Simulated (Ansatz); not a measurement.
# Single-point calculation of Si

System: Si (slab, 16 atoms in the cell).
Method: DFT PBE, scalar-relativistic, plane waves, PAW, PAW set soft_1, no spin polarisation (Ansatz 0.2.0).

The structure derives from an entry of the Crystallography Open Database. Figures and captions count atoms from 1; the log counts them from 0 in places.

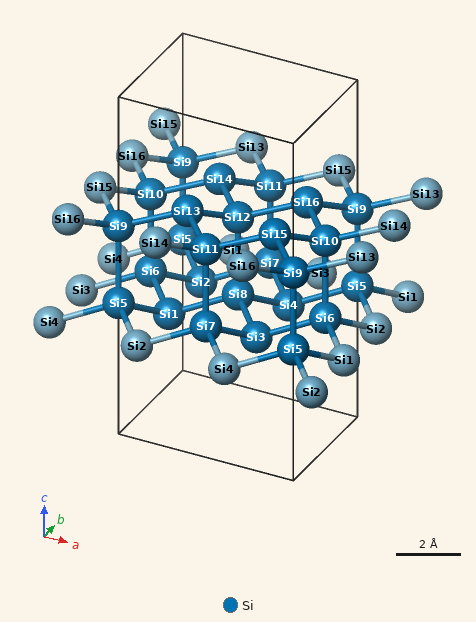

Fig. 1: The input geometry (ball-and-stick view of the cell of the calculation, with the vacuum cut short, seen slightly off an axis; neighbours outside the cell are drawn fainter; atoms are numbered from 1 in the order of the input). An atom can appear more than once, as a periodic image. Near neighbours in the periodic cell (some may lie outside the picture): Si has 3 Si at 2.33 to 2.37 Å; Si has 4 Si at 2.33 to 2.50 Å.

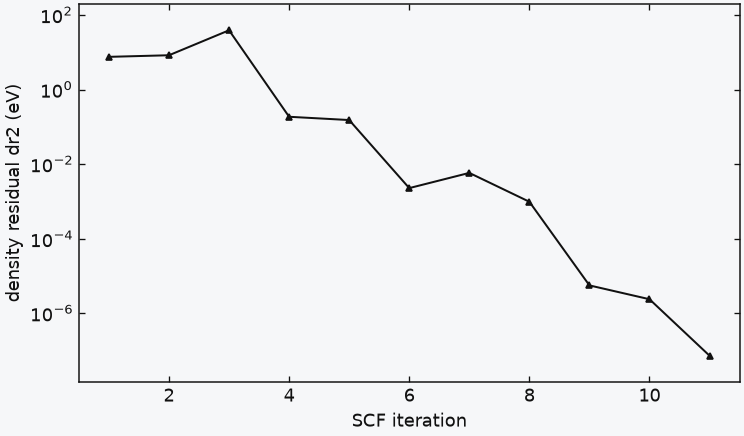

Fig. 2: Convergence of the self-consistent field: density residual dr2 against the SCF iteration. The residual falls unevenly and jumps up by a factor of two or more 2 times on the way down.

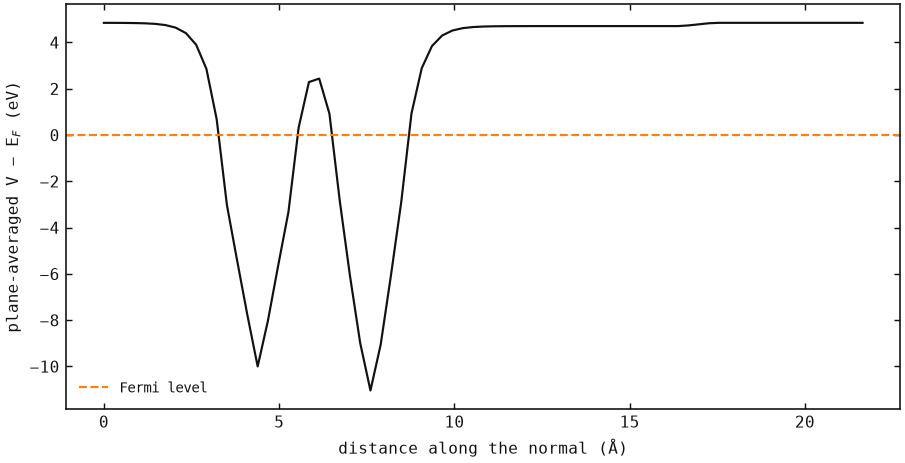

Fig. 3: Plane average of the electrostatic potential energy of an electron across the cell, from the Fermi level. The vacuum level lies 4.70 eV above the Fermi level on the upper side and 4.85 eV on the lower.

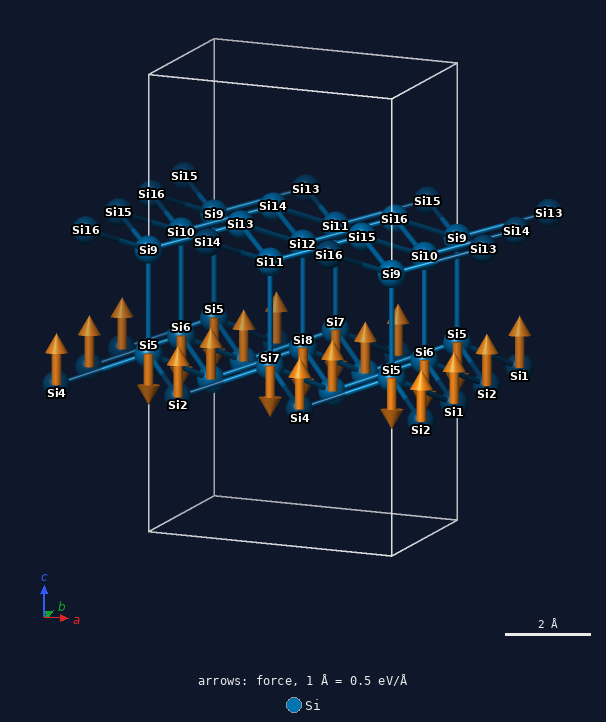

Fig. 4: Forces on the atoms as orange arrows (ball-and-stick view of the cell of the calculation, with the vacuum cut short, seen slightly off an axis; neighbours outside the cell are drawn fainter; atoms are numbered from 1 in the order of the input); the smallest are left out. The largest act on Si1, Si2, Si3, Si4 (0.62 eV/Å); Si5, Si6, Si7, Si8 (0.61 eV/Å). The geometry is not a stationary point of this energy.

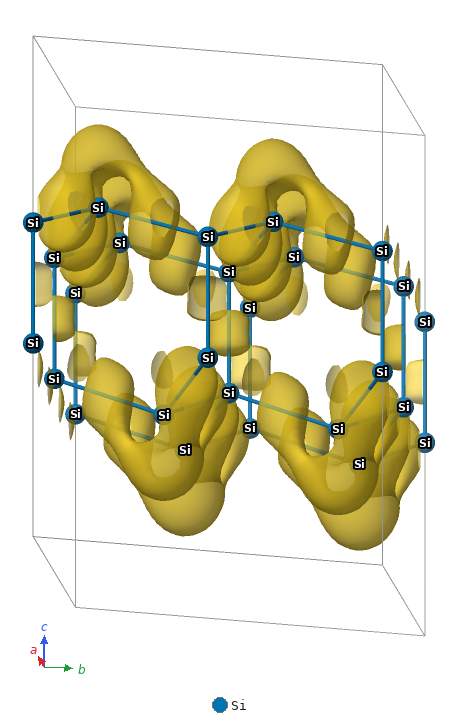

Fig. 5: Isosurface of the electron localisation function at 0.8 (yellow), seen at an oblique angle. Only the valence region is drawn (cores and ρ < 0.01 e/Å³ removed). Sticks mark near contacts. Profiles from the grid: Si–Si (2.33 Å): the ELF peaks at about 0.95 between the atoms, which marks localised, shared-pair bonding. Si–Si (2.37 Å): the ELF peaks at about 0.95 between the atoms, which marks localised, shared-pair bonding. In a PAW calculation such maps are meaningful between the atoms, not at the nuclei.

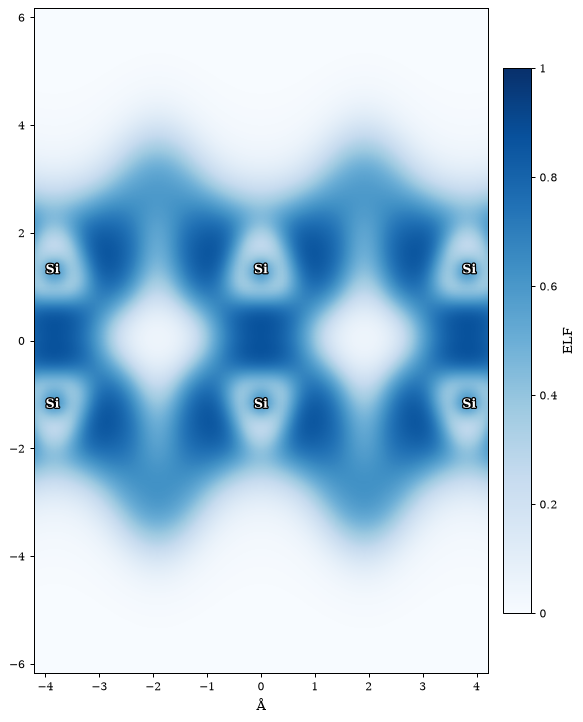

Fig. 6: ELF on the (100) plane of the calculation cell, a cut from vacuum to vacuum. The section cuts through Si sites. Si–Si (2.50 Å): the ELF peaks at about 0.85 between the atoms, which marks a covalent bond.

The input that produced these results follows, with the program's output.

Input
```yaml
crystal:
  lattice:
    - [7.7350714036, 0.0, 0.0]
    - [-3.8675357018, 6.6987683356, 0.0]
    - [0.0, 0.0, 21.937296752]
  atoms:
    - { symbol: Si, position: [0.1666666667, 0.3333333333, 0.1823378717] }
    - { symbol: Si, position: [0.1666666667, 0.8333333333, 0.1823378717] }
    - { symbol: Si, position: [0.6666666667, 0.3333333333, 0.1823378717] }
    - { symbol: Si, position: [0.6666666667, 0.8333333333, 0.1823378717] }
    - { symbol: Si, position: [0.0, 0.0, 0.218324868] }
    - { symbol: Si, position: [0.0, 0.5, 0.218324868] }
    - { symbol: Si, position: [0.5, 0.0, 0.218324868] }
    - { symbol: Si, position: [0.5, 0.5, 0.218324868] }
    - { symbol: Si, position: [0.0, 0.0, 0.3321460419] }
    - { symbol: Si, position: [0.0, 0.5, 0.3321460419] }
    - { symbol: Si, position: [0.5, 0.0, 0.3321460419] }
    - { symbol: Si, position: [0.5, 0.5, 0.3321460419] }
    - { symbol: Si, position: [0.3333333333, 0.1666666667, 0.3618174491] }
    - { symbol: Si, position: [0.3333333333, 0.6666666667, 0.3618174491] }
    - { symbol: Si, position: [0.8333333333, 0.1666666667, 0.3618174491] }
    - { symbol: Si, position: [0.8333333333, 0.6666666667, 0.3618174491] }
basis:
  ecutwfc: 420
kpoints:
  mp_grid: { grid: [6, 6, 1] }
hamiltonian:
  xc: pbe
  pseudopotentials: { kind: paw, azcp: { folder: soft_1 } }
scf:
  occupations: { method: gaussian, width: 0.05 }
output:
  forces: true
  eigenvalues: true
  write_density: true
  write_potential: true
  elf: true
  volumetric_format: npy
efield:
  axis: 3
  dipole_correction: true
  ramp_width: 0.04
```

Run as:
```bash
ansatz run input.yaml --threads 1 --pin off --max-ram 3072MiB --backend cpu --events-out ev --progress --plain --runs-dir out
```

The program's output
```
Engine: ansatz 0.2.0, aarch64-unknown-linux-gnu
Pseudopotentials: kind: paw
Pseudopotential: Si, paw, valence charge 4, recommended cutoff 420 eV (normal), [file]
Functional definition: PBE
  parameter kappa = 0.804
  parameter beta = 0.06672455060314922
  exchange = pbe_x(kappa = kappa, mu = beta*pi^2/3)
  correlation = pbe_c(beta = beta)
Crystal: 16 atoms, lattice volume = 1136.691 Å³
Basis set: ecut = 420 eV, 22183 PW (Γ), exchange–correlation on 108×108×300 points (8 copies of the dense FFT grid, shifted against one another)
Bands: 48, of which v1, the nominal top of the filled ones, is band 32 counted from 1 (31 counted from 0)
Symmetry: 24 space group operations
Space group: P3m1 (ITA 156), of the structure as read, at distance tolerance 1.0e-4 Å
k-points: 7 of 36 (time reversal used)
Non-local potential: Si, projectors of the file, l = 0: 2, l = 1: 2, l = 2: 1
PAW form: soft (Blöchl's): semilocal exchange-correlation on the pseudo side does not see the compensation charge
PAW one-centre angular grid: Si, 110 points (default); XC on 64 Gauss nodes
Initial density: superposition of atomic densities (neutral atoms: chi_scale 0, normalization atom)
Initial wavefunctions: pseudopotential atomic-orbital guess
Functional: x = pbe(κ = 0.804, μ = 0.2195149727645171), c = pbe(β = 0.06672455060314922)
SCF iter   1: F=—  HF=-10166.585871 eV  |F-HF|=—  |Δ(HF+E_count)|=         —  Δρ=2.24e-2  dr2=7.54e0  ethr=3.10e-3  p=-0.000 e·Å  D=-2.52e-8 V/Å  ΔV_dip=0.00 eV  dr2_dipole=1.17e-1  V_vac-E_F(+/−)=6.14/6.14 eV  ⟨swp⟩=9.9  Hψ=2112  notcnv=0  defer=10
efield: sawtooth ramp at fractional position 0.7521 (placed from the atoms, in the widest stretch of the axis that holds none; the zero of the levels goes with the place), width 0.0400; the density the first Hamiltonian is built on has a dipole p = -0.000 e·Å; the dipole correction subtracts the counter field D = -2.52e-8 V/Å, which shifts the + side's vacuum level by +0.00 eV against the − side's; the planar-averaged density in the ramp window peaks in size at 1.0e-7 e/Å³
preconditioner: auto → LDOS  [insulator: Δε(μ)=0.110 eV  Ē_g=7.300 eV  σ=0.050 eV  W_gap=0.68  n_scr=82 (ndim 8)  ℏωp=8.8 eV  f_vac=0.596  D(μ)=3.85/eV (n_scr^D=4)  ε∞_Penn≈2.5  β→1.0]
SCF iter   2: F=—  HF=-10165.355236 eV  |F-HF|=—  |Δ(HF+E_count)|=    1.23e0  Δρ=8.59e-3  dr2=8.32e0  ethr=3.10e-3  p=0.348 e·Å  D=5.55e-2 V/Å  ΔV_dip=-1.22 eV  dr2_dipole=2.88e0  V_vac-E_F(+/−)=3.67/4.89 eV  ⟨swp⟩=4.3  Hψ=780  notcnv=0  defer=66
SCF iter   3: F=—  HF=-10167.784861 eV  |F-HF|=—  |Δ(HF+E_count)|=    2.43e0  Δρ=1.53e-2  dr2=3.89e1  ethr=3.10e-3  p=-0.675 e·Å  D=-1.07e-1 V/Å  ΔV_dip=2.36 eV  dr2_dipole=1.45e1  V_vac-E_F(+/−)=6.20/3.85 eV  ⟨swp⟩=5.9  Hψ=790  notcnv=0  defer=63  recentre
SCF iter   4: F=—  HF=-10164.682295 eV  |F-HF|=—  |Δ(HF+E_count)|=    3.10e0  Δρ=1.68e-3  dr2=1.86e-1  ethr=3.10e-3  p=0.027 e·Å  D=4.34e-3 V/Å  ΔV_dip=-0.10 eV  dr2_dipole=5.50e-2  V_vac-E_F(+/−)=4.84/4.94 eV  ⟨swp⟩=4.1  Hψ=793  notcnv=0  defer=77
SCF iter   5: F=—  HF=-10164.691031 eV  |F-HF|=—  |Δ(HF+E_count)|=   8.74e-3  Δρ=1.05e-3  dr2=1.52e-1  ethr=2.90e-4  p=0.076 e·Å  D=1.22e-2 V/Å  ΔV_dip=-0.27 eV  dr2_dipole=5.85e-2  V_vac-E_F(+/−)=4.67/4.94 eV  ⟨swp⟩=2.3  Hψ=396  notcnv=0  defer=77
SCF iter   6: F=—  HF=-10164.687079 eV  |F-HF|=—  |Δ(HF+E_count)|=   3.95e-3  Δρ=2.55e-4  dr2=2.27e-3  ethr=2.37e-4  p=0.048 e·Å  D=7.62e-3 V/Å  ΔV_dip=-0.17 eV  dr2_dipole=5.70e-4  V_vac-E_F(+/−)=4.71/4.88 eV  ⟨swp⟩=1.0  Hψ=259  notcnv=0  defer=77
SCF iter   7: F=—  HF=-10164.687314 eV  |F-HF|=—  |Δ(HF+E_count)|=   2.35e-4  Δρ=2.71e-4  dr2=5.81e-3  ethr=3.55e-6  p=0.038 e·Å  D=6.09e-3 V/Å  ΔV_dip=-0.13 eV  dr2_dipole=1.81e-3  V_vac-E_F(+/−)=4.72/4.86 eV  ⟨swp⟩=2.0  Hψ=440  notcnv=0  defer=77
SCF iter   8: F=—  HF=-10164.687180 eV  |F-HF|=—  |Δ(HF+E_count)|=   1.35e-4  Δρ=1.11e-4  dr2=9.76e-4  ethr=3.55e-6  p=0.040 e·Å  D=6.35e-3 V/Å  ΔV_dip=-0.14 eV  dr2_dipole=2.89e-4  V_vac-E_F(+/−)=4.71/4.85 eV  ⟨swp⟩=1.0  Hψ=259  notcnv=0  defer=77
SCF iter   9: F=—  HF=-10164.687158 eV  |F-HF|=—  |Δ(HF+E_count)|=   2.18e-5  Δρ=1.15e-5  dr2=5.57e-6  ethr=1.53e-6  p=0.041 e·Å  D=6.45e-3 V/Å  ΔV_dip=-0.14 eV  dr2_dipole=1.58e-8  V_vac-E_F(+/−)=4.71/4.85 eV  ⟨swp⟩=1.0  Hψ=259  notcnv=0  defer=77
SCF iter  10: F=—  HF=-10164.687019 eV  |F-HF|=—  |Δ(HF+E_count)|=   1.39e-4  Δρ=5.94e-6  dr2=2.37e-6  ethr=8.71e-9  p=0.040 e·Å  D=6.39e-3 V/Å  ΔV_dip=-0.14 eV  dr2_dipole=7.92e-7  V_vac-E_F(+/−)=4.70/4.84 eV  ⟨swp⟩=2.9  Hψ=592  notcnv=0  defer=77
SCF iter  11: F=-10164.687019 eV  HF=-10164.687019 eV  |F-HF|=3.61e-8  |Δ(HF+E_count)|=   8.26e-9  Δρ=1.75e-6  dr2=7.23e-8  ethr=1.56e-10  p=0.040 e·Å  D=6.40e-3 V/Å  ΔV_dip=-0.14 eV  dr2_dipole=2.72e-9  V_vac-E_F(+/−)=4.70/4.84 eV  ⟨swp⟩=26.1  Hψ=4018  notcnv=0
SCF 1 converged in 11 iterations: F = -10164.687019 eV  dr2 = 7.23e-8
  greatest PAW one-centre occupation: 0.658 electrons in one spin orbital (limit 2), on the Si atom at site 3 (counted from 0), in its partial waves of l = 0
SCF converged after 11 iterations
Free energy (F): -10164.687019 eV
Harris-Foulkes:  -10164.687019 eV  (|F-HF|=3.61e-8)
Internal energy: -10164.678402 eV  (E = F + TS)
E sigma→0 (E₀):  -10164.682710 eV
Entropy (-TS):   -0.008617 eV (-0.539 meV/atom)
Fermi energy:    -1.677782 eV
Dipole field:    D = 0.006431 V/Å  (p = 0.040398 e·Å, saw-weighted, corrected)
Work function:   Φ+ = 4.7040 eV   Φ− = 4.8450 eV
Levels:          The Fermi level and band energies are counted from a zero that moves with the ramp; work functions are not
--- Per-component energies (eV) ---
  E_band       = -406.000634
  E_kinetic    = 626.385255
  E_local      = -14123.052800  (includes V_loc(G=0)·N_el)
  E_nonlocal   = 363.459040
  E_hartree    = 6747.368426
  E_xc         = -890.232004
  E_vxc        = -745.652927  (∫ρ·V_xc dr)
  E_paw        = -8181.286223  (= ΣΔE_a)
  E_vpaw       = -21.852393  (= ΣTr[D̂ρ^β])
  E_aug_tail   = 0.000638  (compensation charges beyond the density's cutoff)
  E_efield     = 0.000130  (sawtooth field / dipole correction)
  E_vefield    = -0.013996  (∫n·V_field dr)
  E_ewald      = 5292.679135
  E_smearing   = -0.008617  (= −TS)
  E_closure    = -0.000000  (closes the sum)
  Σ components = -10164.687019   (vs F -10164.687019, Δ=0.00e0)
--- Forces (eV/Å), atoms counted from 1 ---
  atom   1  Si     0.00000000    -0.00000000     0.61909900
  atom   2  Si     0.00000000     0.00000000     0.61909900
  atom   3  Si     0.00000000    -0.00000000     0.61909900
  atom   4  Si     0.00000000    -0.00000000     0.61909900
  atom   5  Si     0.00000000     0.00000000    -0.61117000
  atom   6  Si     0.00000000     0.00000000    -0.61117000
  atom   7  Si     0.00000000     0.00000000    -0.61117000
  atom   8  Si     0.00000000    -0.00000000    -0.61117000
  atom   9  Si    -0.00000000     0.00000000    -0.01201927
  atom  10  Si    -0.00000000     0.00000000    -0.01201927
  atom  11  Si    -0.00000000     0.00000000    -0.01201927
  atom  12  Si    -0.00000000     0.00000000    -0.01201927
  atom  13  Si     0.00000000    -0.00000000     0.00416167
  atom  14  Si     0.00000000    -0.00000000     0.00416167
  atom  15  Si    -0.00000000     0.00000000     0.00416167
  atom  16  Si    -0.00000000     0.00000000     0.00416167
  max |Σ_I F_I| component: 2.86e-4 eV/Å
--- Band table (eV; the first three rows and the last of 7) ---
  k-point 0: bands = ["-12.9241", "-11.7842", "-10.7573", "-10.7573", "-10.7573", "-9.8065", "-9.8065", "-9.8065", "-8.5527", "-8.5527", "-8.5527", "-8.1809", "-8.1809", "-8.1809", "-6.6456", "-4.3649", "-4.3649", "-4.3649", "-4.1314", "-4.1314", "-4.1314", "-3.2626", "-3.2626", "-3.2626", "-3.1808", "-2.7186", "-2.7186", "-2.7186", "-2.6492", "-2.6492", "-1.9215", "-1.9215", "-1.0157", "-1.0157", "-1.0157", "-0.5008", "-0.3663", "-0.3663", "-0.3663", "0.3878", "0.3878", "0.3878", "0.5225", "0.8392", "0.8392", "0.8392", "0.9763", "1.4972"]
  k-point 1: bands = ["-12.8443", "-11.7040", "-11.1133", "-10.8088", "-10.8088", "-10.0171", "-9.7870", "-9.7870", "-8.5627", "-8.5627", "-8.3686", "-7.9659", "-7.9659", "-7.5476", "-6.6099", "-4.5941", "-4.5941", "-4.5771", "-4.2584", "-4.2584", "-4.0645", "-3.7255", "-3.7255", "-3.3160", "-3.1978", "-3.1597", "-2.8139", "-2.4846", "-2.4786", "-2.4624", "-2.4624", "-2.0497", "-1.2149", "-1.0633", "-1.0633", "-0.3613", "-0.2868", "0.1184", "0.1184", "0.4855", "0.8241", "0.8463", "0.8463", "1.0517", "1.0517", "1.1715", "1.2357", "1.6600"]
  k-point 2: bands = ["-12.6068", "-11.7000", "-11.4656", "-10.8960", "-10.8960", "-10.5609", "-9.7828", "-9.7828", "-8.4449", "-8.4449", "-7.5997", "-7.5997", "-7.5724", "-6.5599", "-6.5176", "-5.0845", "-5.0845", "-4.8994", "-4.5173", "-4.5173", "-4.4311", "-4.2585", "-4.2585", "-3.8685", "-3.8621", "-3.1772", "-3.0087", "-2.7603", "-2.3620", "-2.2524", "-2.0726", "-2.0726", "-1.3242", "-1.3055", "-1.3055", "-0.4852", "-0.0235", "0.6827", "0.7223", "1.1010", "1.1418", "1.1418", "1.4015", "1.4015", "1.8799", "2.1715", "2.1715", "2.3454"]
  k-point 6: bands = ["-11.9900", "-11.9900", "-11.9900", "-10.8463", "-10.8463", "-10.8463", "-10.1188", "-9.2231", "-8.8259", "-8.3887", "-7.0095", "-7.0095", "-7.0095", "-5.8311", "-5.7625", "-5.7625", "-5.7625", "-5.4101", "-4.8941", "-4.8941", "-4.8941", "-4.1473", "-4.1473", "-4.1473", "-3.8935", "-3.5952", "-3.5952", "-3.5952", "-2.2700", "-2.2700", "-2.2700", "-1.8244", "-1.7711", "-0.8722", "-0.8722", "-0.8722", "1.4151", "1.5978", "1.5978", "1.5978", "1.9388", "1.9388", "1.9388", "2.2276", "2.2629", "2.2629", "2.2629", "2.2672"]
```

Key numbers

```tsv
quantity	value
outcome	converged
electrons treated	64
free energy	−10164.6870 eV
work function, top face	4.70 eV
work function, bottom face	4.85 eV
Fermi energy	−1.678 eV
gap on the k-point mesh	none (metallic)
work function (upper face)	4.70 eV
largest force (length of the vector)	0.619 eV/Å
hardware	1 thread of Arm Neoverse V2, 24 GiB of memory available, shared host
wall time	42 s
peak memory	0.97 GiB
```
